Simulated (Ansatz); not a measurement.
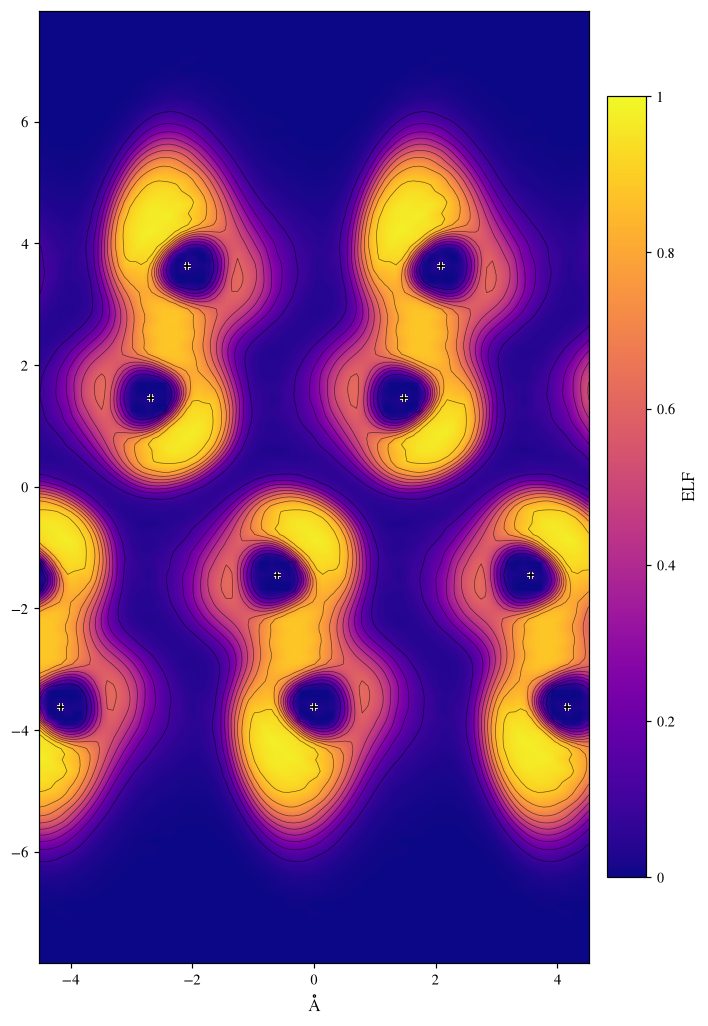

The electron localisation function on a plane through atoms (crosses mark nuclei in the plane).

Method: DFT PBE+D3(BJ), scalar-relativistic, plane waves, PAW (Ansatz 0.2.0).

Candidates:
A. TiS$_{2}$, a = 3.36 Å, b = 3.36 Å, c = 5.52 Å, α = 90.00°, β = 90.00°, γ = 120.00°. Space group P-3m1; computed without spin polarisation.
B. P (slab), a = 3.32 Å, b = 4.16 Å, c = 22.27 Å, α = 90.00°, β = 90.00°, γ = 90.00°. 
C. GeSe, a = 10.96 Å, b = 3.88 Å, c = 4.43 Å, α = 90.00°, β = 90.00°, γ = 90.00°. Space group Pnma.

**Which system is this?**

Candidate B: P on the (100) plane of the calculation cell, a cut from vacuum to vacuum, which holds P. P–P (2.25 Å): the ELF peaks at about 0.90 between the atoms (localised, covalent bonding).
